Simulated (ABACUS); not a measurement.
**Na: 7 runs along one coordinate**

System: Na (Im-3m, 1 atom in the cell).
Method: Kohn-Sham DFT of a periodic cell, r2SCAN, SG15 ONCV 1.2 PBE, no spin polarisation (ABACUS 3.10.1).

The 7 runs differ only in the geometry, by an even scaling of the cell at fixed fractional positions. The structure derives from an entry of the Crystallography Open Database.

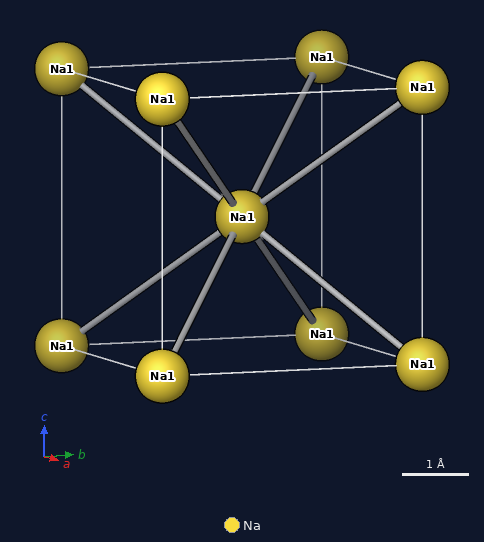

Figure 1. The structure of run 4 (ball-and-stick view of the cell 2 times as large as that of the calculation, set on its symmetry axes, seen slightly off an axis; atoms are numbered from 1 in the order of the input).

**Input file of run 4**
```python
"""ABACUS run from a structure file: ASE reads it, the script writes STRU, KPT and INPUT."""
import re
import subprocess
from ase.io import read
from ase.units import Bohr

atoms = read("POSCAR")
atoms = atoms[(-atoms.numbers).argsort(kind="stable")]  # ABACUS lists atoms element by element
pseudo = {'Na': 'Na_ONCV_PBE-1.2.upf'}
orbital = {'Na': 'Na_confined-atom_9au_3s2p1d.orb'}
magmoms = None
kmesh = [7, 7, 7]
params = {
    'suffix': 'Na',
    'calculation': 'scf',
    'basis_type': 'lcao',
    'pseudo_dir': './',
    'orbital_dir': './',
    'symmetry': 1,
    'dft_functional': 'MGGA_X_R2SCAN+MGGA_C_R2SCAN',
    'ecutwfc': 100,
    'pseudo_rcut': 10,
    'nspin': 1,
    'nbands': 9,
    'ks_solver': 'genelpa',
    'smearing_method': 'fd',
    'smearing_sigma': 0.00367493,
    'scf_thr': 1e-07,
    'scf_nmax': 100,
    'mixing_type': 'broyden',
    'mixing_beta': 0.7,
    'cal_force': 1,
    'cal_stress': 1,
    'mixing_tau': 1,
    'out_mul': 1,
}

symbols = atoms.get_chemical_symbols()
elements = list(dict.fromkeys(symbols))
lines = ["ATOMIC_SPECIES"] + [f"{e} {atoms.get_masses()[symbols.index(e)]:.4f} {pseudo[e]}" for e in elements]
if orbital:
    lines += ["", "NUMERICAL_ORBITAL"] + [orbital[e] for e in elements]
lines += ["", "LATTICE_CONSTANT", f"{1 / Bohr:.10f}", "", "LATTICE_VECTORS"]
lines += [" ".join(f"{x:.10f}" for x in v) for v in atoms.cell]
lines += ["", "ATOMIC_POSITIONS", "Direct"]
for e in elements:
    lines += ["", e, "0.0", str(symbols.count(e))]
    for i, p in enumerate(atoms.get_scaled_positions(wrap=False)):
        if symbols[i] == e:
            mag = "" if magmoms is None else " mag " + " ".join(str(x) for x in (magmoms[i] if isinstance(magmoms[i], list) else [magmoms[i]]))
            lines.append(" ".join(f"{x:.10f}" for x in p) + " 1 1 1" + mag)
open("STRU", "w").write("\n".join(lines) + "\n")
open("KPT", "w").write("K_POINTS\n0\nGamma\n%d %d %d 0 0 0\n" % tuple(kmesh))
open("INPUT", "w").write("INPUT_PARAMETERS\n" + "".join(f"{k:<20s}{v}\n" for k, v in params.items()))

done = subprocess.run(['mpirun', '-np', '4', 'abacus'])
if done.returncode:
    raise SystemExit(done.returncode)
log = open("OUT.Na/running_scf.log").read()
print("final energy (eV):", re.findall(r"FINAL_ETOT_IS (\S+)", log))
```

**File POSCAR of run 4**
```
Na
1.0
   -2.1410000000      2.1410000000      2.1410000000
    2.1410000000     -2.1410000000      2.1410000000
    2.1410000000      2.1410000000     -2.1410000000
Na
1
Direct
    0.0000000000      0.0000000000      0.0000000000
```

**File INPUT of run 4**
```
INPUT_PARAMETERS
suffix              Na
calculation         scf
basis_type          lcao
pseudo_dir          ./
orbital_dir         ./
symmetry            1
dft_functional      MGGA_X_R2SCAN+MGGA_C_R2SCAN
ecutwfc             100
pseudo_rcut         10
nspin               1
nbands              9
ks_solver           genelpa
smearing_method     fd
smearing_sigma      0.00367493
scf_thr             1e-07
scf_nmax            100
mixing_type         broyden
mixing_beta         0.7
cal_force           1
cal_stress          1
mixing_tau          1
out_mul             1
```

**File STRU of run 4**
```
ATOMIC_SPECIES
Na 22.9898 Na_ONCV_PBE-1.2.upf

NUMERICAL_ORBITAL
Na_confined-atom_9au_3s2p1d.orb

LATTICE_CONSTANT
1.8897261258

LATTICE_VECTORS
-2.1410000000 2.1410000000 2.1410000000
2.1410000000 -2.1410000000 2.1410000000
2.1410000000 2.1410000000 -2.1410000000

ATOMIC_POSITIONS
Direct

Na
0.0
1
-0.0000000000 0.0000000000 0.0000000000 1 1 1
```

**File KPT of run 4**
```
K_POINTS
0
Gamma
7 7 7 0 0 0
```

Command:
```bash
OMP_NUM_THREADS=1 python run_abacus.py > log
```

Run 6 differs from it as follows:
```diff
-   -2.1410000000      2.1410000000      2.1410000000
-    2.1410000000     -2.1410000000      2.1410000000
-    2.1410000000      2.1410000000     -2.1410000000
+   -2.1691742836      2.1691742836      2.1691742836
+    2.1691742836     -2.1691742836      2.1691742836
+    2.1691742836      2.1691742836     -2.1691742836
--2.1410000000 2.1410000000 2.1410000000
-2.1410000000 -2.1410000000 2.1410000000
-2.1410000000 2.1410000000 -2.1410000000
+-2.1691742836 2.1691742836 2.1691742836
+2.1691742836 -2.1691742836 2.1691742836
+2.1691742836 2.1691742836 -2.1691742836
```

**Results, with one run withheld**

```csv
run,volume per atom (Å³),"free energy per atom, from the lowest run given (meV)",pressure (GPa)
1,36.901,0.00,0.04
2,37.686,0.20,−0.15
3,38.471,1.45,−0.34
4,39.256,3.49,−0.50
5,40.041,6.33,−0.65
6,40.827,?,?
7,41.612,14.07,−0.92
```

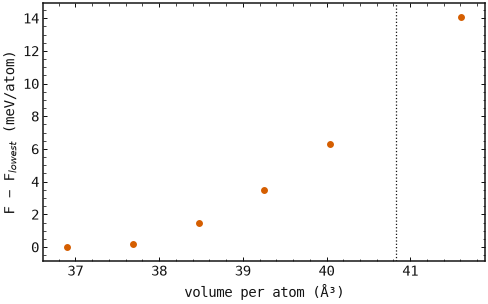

Figure 2. Free energy per atom of the runs given; the dotted line marks run 6.

Fit the runs given and predict run 6.

A cubic polynomial in V^(−2/3) (the Birch–Murnaghan form), fitted to the 6 runs given, misses them by at most 0.03 meV per atom. With x = V^(−2/3) − 0.08704 Å⁻², it reads F = 2.5671 − 1840.5 x + 3.2356e+05 x² + 1.8795e+05 x³ (meV per atom). At run 6 it gives 9.89 meV per atom, and the run itself gives 9.88. The slope of the fit gives a pressure −dF/dV of −0.79 GPa there, and the run prints −0.79 GPa. The fit has its minimum at 37.113 Å³ per atom, where V d²F/dV² gives 10.1 GPa: the bulk modulus at this level, since symmetry fixes the shape and the positions.

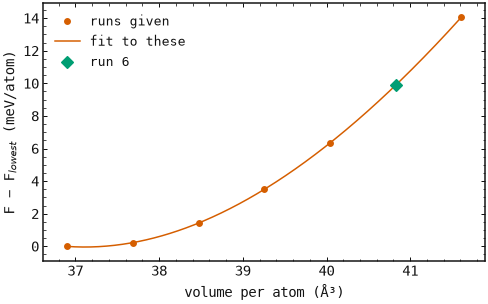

Figure 3. The fit and the withheld run.

**Some lines of the output (run 6)**
```
[...]
 E_Fermi        0.1209970232         1.6462489562
 E_Fermi        0.1252965370         1.7047468428
 E_Fermi        0.1230068245         1.6735937058
 E_Fermi        0.1165718548         1.5860414515
 E_Fermi        0.1171338392         1.5936876421
 E_Fermi        0.1172176979         1.5948285975
 E_Fermi        0.1172118420         1.5947489243
 E_Fermi        0.1172127811         1.5947617020
 E_KS(sigma->0) -85.2911206929       -1160.4452302290
 E_Fermi        0.1172125519         1.5947585833
 final etot is -1160.44757 eV
 EFERMI = 1.5947585833 eV
 TOTAL-PRESSURE: -7.918177 KBAR
 !FINAL_ETOT_IS -1160.4475700401644644 eV
```

Notes: Points of doubt noted for this run: home made orbitals.
